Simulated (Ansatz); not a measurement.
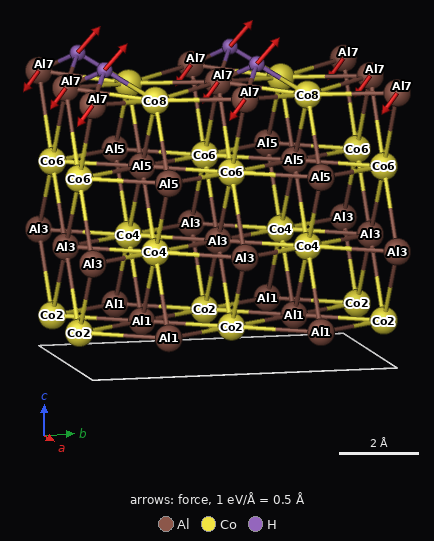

Starting geometry of a slab of composition Al$_{4}$Co$_{4}$H (cut from the Pm-3m phase) with the computed forces as red arrows. Style: ball-and-stick. Shown: the 2 × 2 repeat of the cell, outlined in the plane, without the vacuum, slightly off an axis.

Case: H put at a hollow Al-Co-Al site. The slab is the (1 1 0) face of AlCo with H on it. 4 atoms are held fixed.

Level of theory: Ansatz, DFT PBEsol, scalar-relativistic, plane waves, PAW. Set-up: plane-wave cutoff 420 eV; k-point mesh 10 × 7 × 1; occupations gaussian; smearing width 0.1 eV; no spin polarisation; dipole correction; atoms relaxed in a fixed cell; force threshold 0.03 eV/Å; at most 70 steps.

**What follows when this structure is relaxed?**

It isn't relaxed: the largest force vector, on the H atom, is 1.81 eV/Å. The final displacements follow the starting forces only in part (cosine between the two patterns 0.71). The atom that moves furthest is the H atom (0.74 Å at 53° to the normal (+c side)). Largest moves by element: H 0.74 Å, Al 0.09 Å, Co 0.08 Å. The lattice vectors keep their values. Some distances before and after: Al–H 1.694 → 2.136 Å, Co–H 1.577 → 1.532 Å, Al–Co 2.451 → 2.459 Å, Al–Co 2.429 → 2.436 Å. Among the angles between lasting bonds that change: Co–Al–Co 104.9° → 102.7°, Co–Al–Co 67.5° → 65.4°. After 6 geometry steps the energy has fallen by 0.475 eV per cell of the calculation. The largest force component goes from 1.3 to 0.0055 eV/Å.

Limits of the set-up: the periodic images lie only 2.8 Å apart, so the values are limited by the cell's size; an element that often carries a moment was run without spin polarisation.
